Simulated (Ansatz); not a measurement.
Read the following structure.

```
Zn O
1.0
     3.06805    0.00000    0.00000
     0.00000    3.06805    0.00000
     0.00000    0.00000    4.33888
Zn O
2 2
Direct
  0.00000 0.00000 0.47926
  0.50000 0.50000 0.97926
  0.00000 0.00000 0.00000
  0.50000 0.50000 0.50000
```

Summarise the structure in words.

Answer. The formula is ZnO. It belongs to space group I4mm (No. 107) and has a body-centred tetragonal lattice. The cell comprises 2 formula units: 2 Zn, 2 O. Zn bonds to six O in a distorted octahedral arrangement at 2.08 to 2.26 Å. About every O there are six Zn in a distorted octahedral arrangement at 2.08 to 2.26 Å. The bonds build a three-dimensional framework.

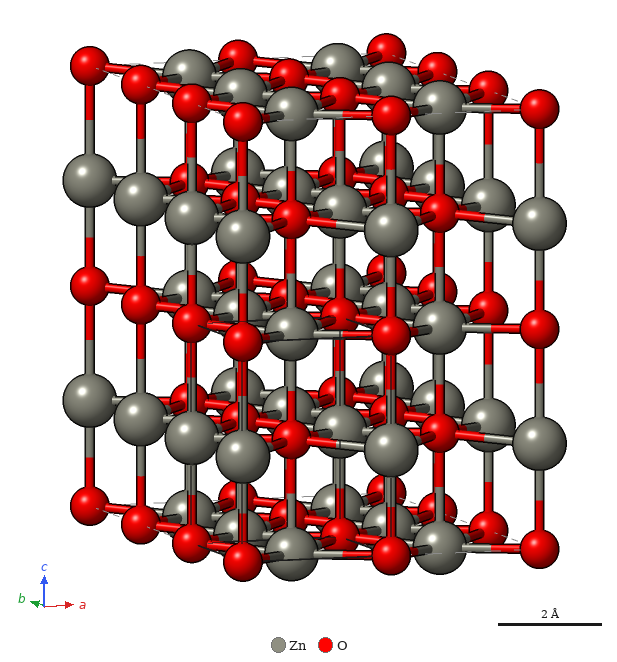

Structure drawing (ball-and-stick), viewed slightly off an axis. The picture spans 2×3×2 cells, one conventional unit cell being drawn with solid lines.

It goes back to a structure listed in the Materials Project. The cell was then strained or its atoms displaced on purpose. It was the input of a calculation with Ansatz.
